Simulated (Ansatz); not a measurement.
# ZnS2: what the fields show

Input

```
crystal:
  lattice:
    - [0.0, 2.9631784516, 2.9631784516]
    - [2.9631784516, 0.0, 2.9631784516]
    - [2.9631784516, 2.9631784516, 0.0]
  atoms:
    - { symbol: Zn, position: [0.0, 0.0, 0.0] }
    - { symbol: S, position: [0.25, 0.25, 0.25] }
    - { symbol: S, position: [0.75, 0.75, 0.75] }
basis:
  ecutwfc: 500
kpoints:
  mp_grid: { grid: [14, 14, 14] }
hamiltonian:
  xc: r2scan
scf:
  occupations: { method: gaussian, width: 0.1 }
output:
  forces: true
  stress: true
  eigenvalues: true
  write_density: true
  write_potential: true
  elf: true
  volumetric_format: npy
relax:
  adjacent_minimum: "off"
  f_tol: 0.01
  max_steps: 80
  cell: { stress_tol: 0.05 }
```

Run with:

```sh
ansatz run input.yaml --threads 1 --pin off --max-ram 2560MiB --backend cpu --events-out ev --progress --plain --runs-dir out
```

Below, planes, directions and counts refer to the conventional cell (a = 6.01 Å, b = 6.01 Å, c = 6.01 Å, α = 90.00°, β = 90.00°, γ = 90.00°).

The fields are those of the relaxed geometry.

Space group Fm-3m; started from the fluorite_225 prototype, which need not be the ambient phase.

The calculation used Ansatz 0.2.0, DFT r2SCAN, scalar-relativistic, plane waves, PAW.

In a PAW calculation such maps are meaningful between the atoms, not at the nuclei.

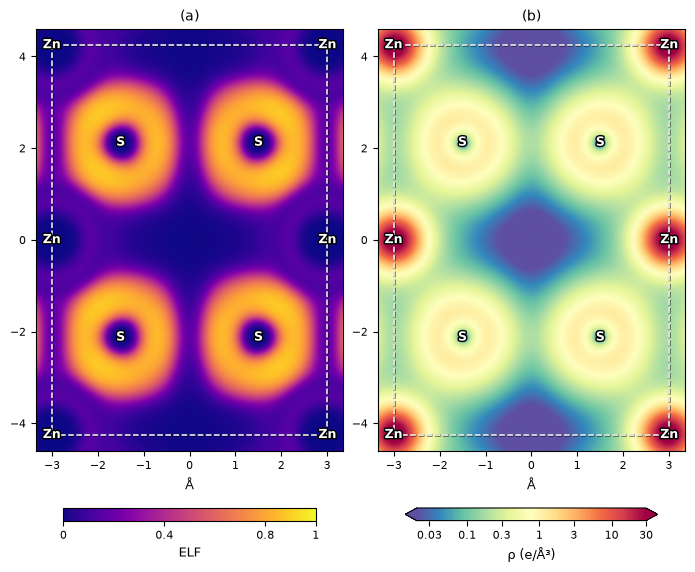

Figure 1. (a) electron localisation function; (b) valence pseudo-density on the (011) plane of the conventional cell.

What does the map show?

Atoms in the plane: Zn and S.
Zn–S (2.60 Å): the density is about 0.3 e/Å³ at the midpoint, with its minimum of 0.27 e/Å³ about 1.2 Å from Zn; the ELF peaks at about 0.90 in the valence shell of S, 0.8 Å from its nucleus, and drops to about 0.15 between the two atoms.
Between the atoms the lowest density in this plane is 0.01 e/Å³.

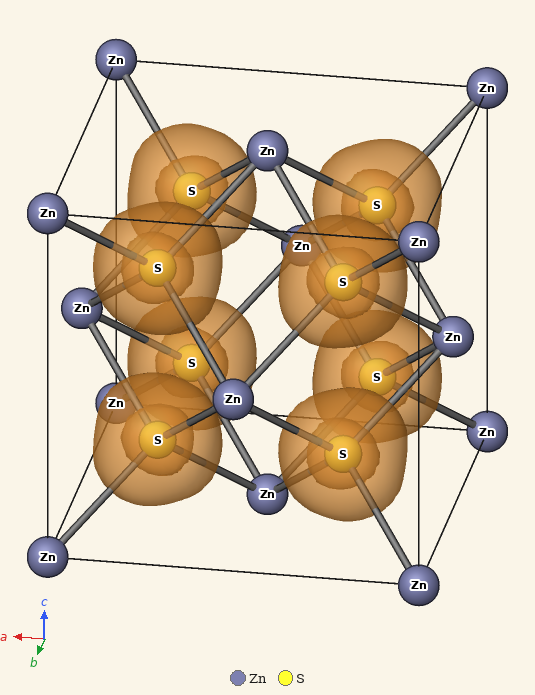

Figure 2. Isosurface of the ELF at 0.75 (orange), seen at an oblique angle. Core shells and regions of very low density are left out. Sticks mark near contacts.

Describe the localisation domains.

At this value the surface marks out eight regions wrapped around S (the valence shell of each), counted in one cell of 12 atoms. Regions shared between cells count once.

Metal or insulator at this level of theory?

It is gapless in this calculation (a metal or semimetal).
